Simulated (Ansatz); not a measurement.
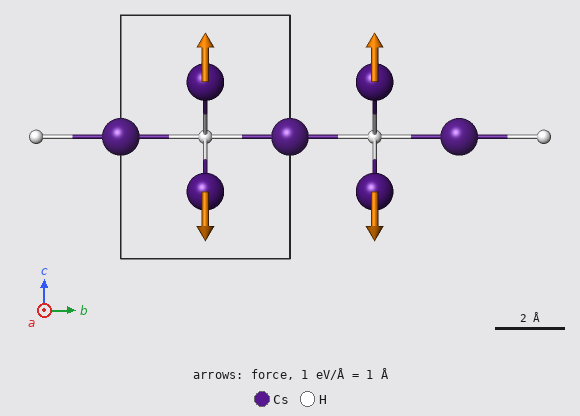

Starting geometry of solid Cs3H (a generated structure, set up in Pmmm) (coarse preliminary run) with the computed forces as orange arrows. The picture is a ball-and-stick view of the cell of the calculation, repeated 1 × 2 × 1 with one cell outlined, seen along the a axis.

Theory: DFT PBE, scalar-relativistic, plane waves, PAW in Ansatz 0.2.0.

The input:
```yaml
crystal:
  lattice:
    - [4.77001244, 0.0, 0.0]
    - [0.0, 4.94312182, 0.0]
    - [0.0, 0.0, 7.11377534]
  atoms:
    - { symbol: Cs, position: [0.0, 0.0, 0.5] }
    - { symbol: Cs, position: [0.5, 0.5, 0.27498993] }
    - { symbol: Cs, position: [0.5, 0.5, 0.72501007] }
    - { symbol: H, position: [0.0, 0.5, 0.5] }
basis:
  ecutwfc: 420
kpoints:
  mp_grid: { grid: [4, 4, 4] }
hamiltonian:
  xc: pbe
scf:
  occupations: { method: gaussian, width: 0.1 }
  lower_state_search: "off"
output:
  forces: true
  stress: true
  eigenvalues: true
relax:
  adjacent_minimum: "off"
  f_tol: 0.04
  max_steps: 70
  cell: { stress_tol: 0.4 }
```

Run as
```bash
ansatz run input.yaml --threads 1 --pin off --max-ram 2560MiB --backend cpu --events-out ev --progress --plain --runs-dir out
```

### What follows when this structure is relaxed?

It isn't relaxed: the largest force vector, on Cs atoms, is 1.46 eV/Å. The atoms end up moving mostly along the starting forces (cosine between the two patterns 1.00). The largest moves relative to the cell, 0.18 Å, are those of Cs2 and Cs3. Cs2 goes along −c. H stays in place. The drawn cell changes as follows: a 4.770 → 5.103 Å (+7.0 %), b 4.943 → 6.254 Å (+26.5 %), c 7.114 → 9.003 Å (+26.6 %); the volume changes by +71.3 %. Near-neighbour distances that change, for instance: Cs2–Cs3 3.201 → 4.406 Å, Cs1–H4 2.472 → 3.127 Å, Cs2–H4 2.872 → 3.371 Å. Among the angles between lasting bonds that change: H4–Cs2–H4 112.3° → 98.4°, Cs2–H4–Cs2 112.3° → 98.4°, Cs2–H4–Cs3 67.7° → 81.6°. The space group stays Pmmm (No. 47). The energy falls by 418 meV per atom in 7 accepted moves (8 points after the start). Largest force component: 1.5 eV/Å at the start, 0.013 eV/Å at the end. The pressure goes from 5.36 to 0.17 GPa. The SCF was repeated once at an unchanged geometry on a basis and grid sized afresh for the cell, which shifted the energy by 16.2 meV per atom at most. Cost: 35 s on 1 thread of Intel(R) Xeon(R) 6975P-C (Granite Rapids), with other jobs on the host, peak memory 0.57 GiB.
